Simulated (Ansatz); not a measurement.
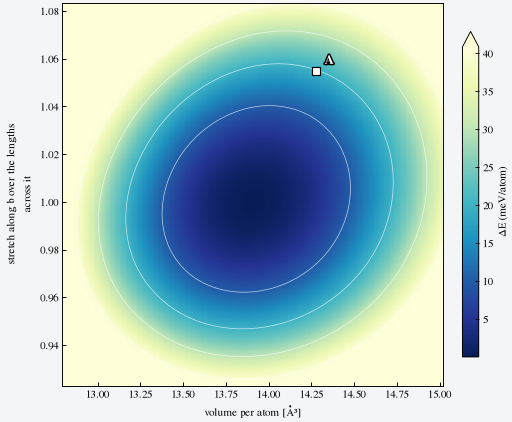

TiSi₂ (Cmcm, No. 63; 6 atoms in the cell). 
- The energy is mapped over volume and the cell's shape.
- The first coordinate is: volume per atom; the second: stretch along b over the lengths across it, relative to the relaxed cell.
- Nothing is relaxed (fractional coordinates fixed).
- Grid: 7 × 7 points.
- Points are written as (first, second).
- Energies are in meV/atom, from the lowest grid point.
- Method: Ansatz, DFT PBEsol, scalar-relativistic, plane waves, PAW. Settings: cutoff 520 eV, k-mesh 14×14×12 in the order of the run's cell vectors, gaussian smearing 0.15 eV, no spin polarisation.

The picture shows a smooth colour map with a few white contour lines, one colour for all values above the top of the scale, the point A. Between grid points the surface is interpolated.

Question: Which way does the force act at A, and how strong is it?

Answer: A, at (14.279 Å³, 1.055), is not a stationary point. The computed force is 14 meV/atom for each Å³ towards smaller values of volume per atom and 590 meV/atom for each unit towards smaller values of the second coordinate.

PAW datasets: the set soft_1.
